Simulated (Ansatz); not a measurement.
This input was run:

```
crystal:
  lattice:
    - [0.0158412185, 2.5969210614, 2.5969210614]
    - [2.5969210614, 0.0158412185, 2.5969210614]
    - [2.6127622799, 2.6127622799, 0.0]
  atoms:
    - { symbol: Na, position: [0.0011834527, 0.0011834527, -0.0011834527] }
    - { symbol: H, position: [0.2488165473, 0.2488165473, 0.2511834527] }
kpoints:
  mp_grid: { grid: [8, 8, 8] }
  band_path:
    path:
      - [0.0, 0.0, 0.0]
      - [-0.5, -0.5, 0.0]
      - [-0.375, -0.375, 0.25]
      - [-0.375, 0.0, 0.375]
      - [0.0, 0.0, 0.5]
      - [-0.5, -0.25, 0.25]
      - [0.25, -0.494792, -0.244792]
    npoints: 1
hamiltonian:
  xc: pbe
scf:
  occupations: { method: fermi_dirac, width: 0.02 }
  n_extra_bands: 4
output:
  forces: true
  stress: true
  eigenvalues: true
```

Command:
```bash
ansatz run input.yaml --threads 4 --pin off --max-ram 3686MiB --backend cpu --events-out ev --progress --plain --runs-dir out
```

What does the calculation give for the electronic structure?

There is a gap; over the k points computed it is 3.58 eV (indirect; the smallest direct gap is 4.31 eV). The upper group of valence states starts about 2.8 eV under the valence-band top (which lies at −1.8 eV on this axis), with a gap beneath it; it holds about 2 electrons a cell. Within the window shown, the tallest peak of the filled states lies 0.2 eV under the valence-band top, at about 1.6 states per eV and cell.

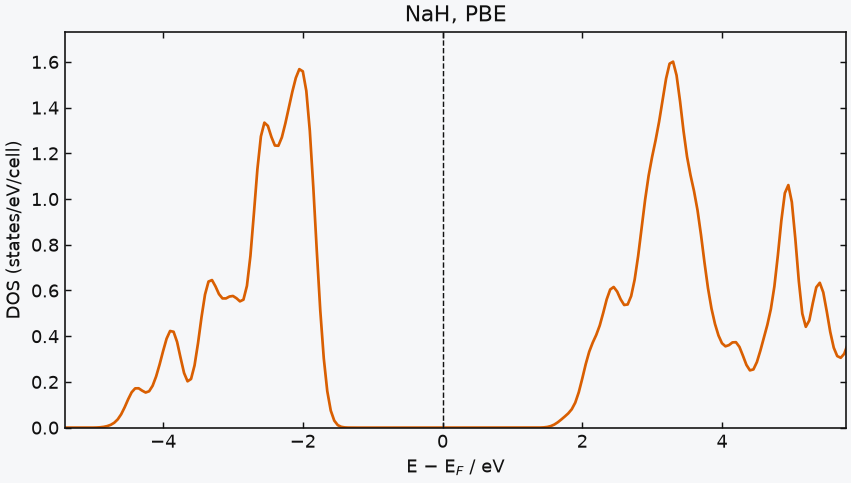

Density of states. Energies are counted from the Fermi level. The curve is built from the levels of the k mesh with Gaussians 0.3 eV wide, which also blur the band edges.
